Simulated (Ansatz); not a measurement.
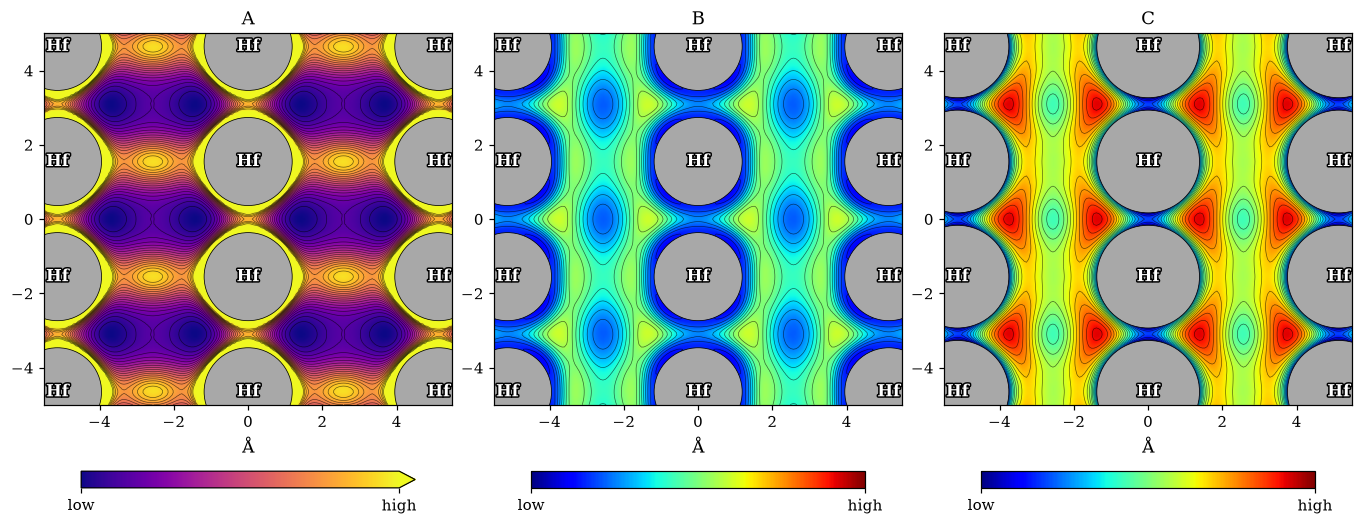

Hf: 3 fields on the (100) plane of the conventional cell, with unlabelled colour scales. Grey discs cover the atomic cores.

Space group P6/mmm; a structure from a database of computed crystals, not necessarily the ambient phase; changed on purpose from its base cell (strained and moved within a subgroup); computed pressure about −5 GPa in this cell.

These are results of DFT PBE, scalar-relativistic, plane waves, PAW in Ansatz, not measurements.

**Match the panels to the quantities (electron localisation function, electrostatic potential energy of an electron and valence pseudo-density).**

Panel A: valence pseudo-density. Panel B: electron localisation function. Panel C: electrostatic potential energy of an electron (low next to the atoms, rising into the space between them). From the grid: Hf–Hf (3.10 Å): the density is about 0.19 e/Å³ at the midpoint; the ELF is about 0.25 at the midpoint (no localised pair shows between them).
